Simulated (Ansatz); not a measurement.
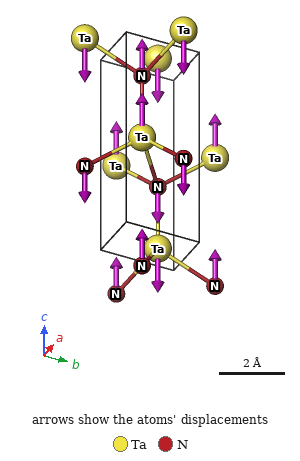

One vibrational mode of solid TaN at the zone centre. The purple arrows give the relative displacements of the atoms. Style: ball-and-stick. Shown: the cell of the calculation, from a free direction.

Method: DFT PBE, scalar-relativistic, plane waves, PAW in Ansatz. Settings: plane-wave cutoff 420 eV; k-point mesh 18 × 18 × 8; occupations fermi dirac; smearing width 0.15 eV; no spin polarisation.

The frequencies depend somewhat on the k-mesh and the smearing.

**What mode is this, and where does it lie in the spectrum?**

This is the B₁ mode at 169 cm⁻¹, optical level 2 of 6, counted from below, silent by symmetry (neither infrared- nor Raman-active). All motion is along c; atoms of one kind move against one another, with no net shift of any sublattice; the kinetic energy is shared as Ta 94 %, N 6 %.
